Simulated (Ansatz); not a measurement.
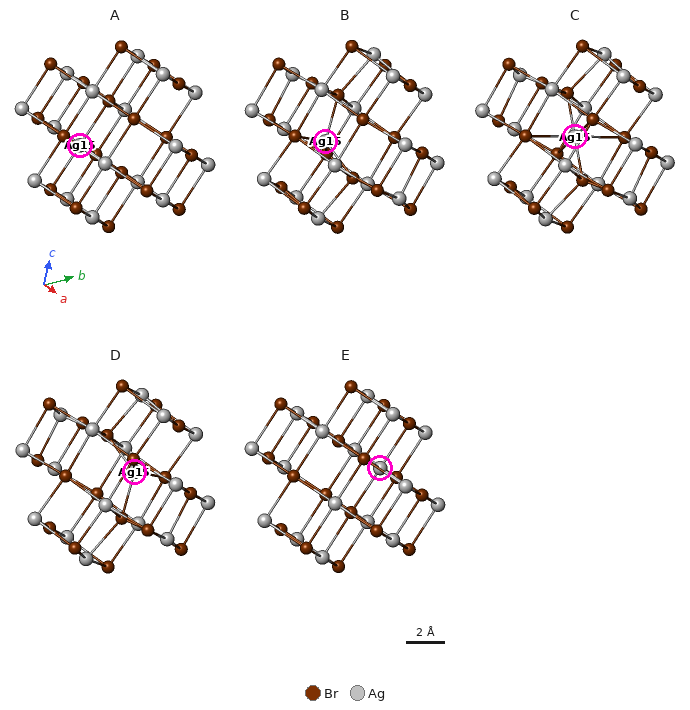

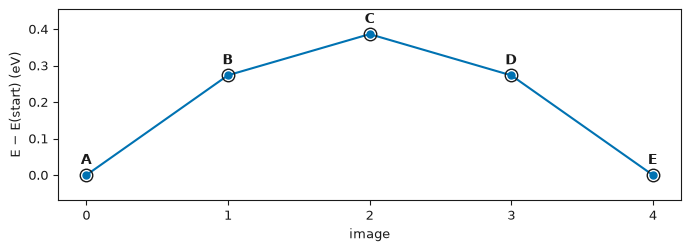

A search for the minimum-energy path of a defect cell of composition Ag₇Br₈ with an Ag vacancy (15 atoms in the cell) by the nudged elastic band. Images are numbered from 0 (start) to 4 (end). Frames A to E are images 0, 1, 2, 3, 4. Style: ball-and-stick. Shown: the atoms within 5.6 Å of the middle of the path, slightly off an axis. The moving atom is ringed, with any periodic copies. Bonds to atoms that aren't drawn are left out.

Theory: DFT, PAW plane waves, PBE in Ansatz. Set-up: plane-wave cutoff 420 eV; k-point mesh 2 × 2 × 2; cold smearing 0.15 eV; 3 movable images; climbing image; force threshold 0.05 eV/Å; iteration limit 40.

### Read off the barrier and say what moves.

The two ends have the same energy, and the highest point, image 2, lies 0.39 eV above the start. It is a vacancy jump: a nearby atom moves into the empty site and leaves its own site empty. An Ag atom travels furthest, 4.05 Å from end to end, along +b, on a straight line. At the highest image its nearest neighbour (Br) is 2.45 Å away, against 2.86 Å at the start, and the surrounding atoms stand up to 0.44 Å off the mean of their end positions. The band converged in 7 iterations. The largest component of the band force went from 7.8 to 0.035 eV/Å. The climbing image converged on the top of the path. Its curvatures weren't checked.

Limits of the set-up: the cell has an odd number of electrons but was run without spin polarisation; the k-point mesh is coarse for a cell with partly filled bands; the periodic images lie only 8.1 Å apart, so the values are limited by the cell's size.

Cost: 2.3 min on 4 threads of Intel(R) Xeon(R) Platinum 8488C (Sapphire Rapids), with other jobs on the host, peak memory 1.8 GiB.
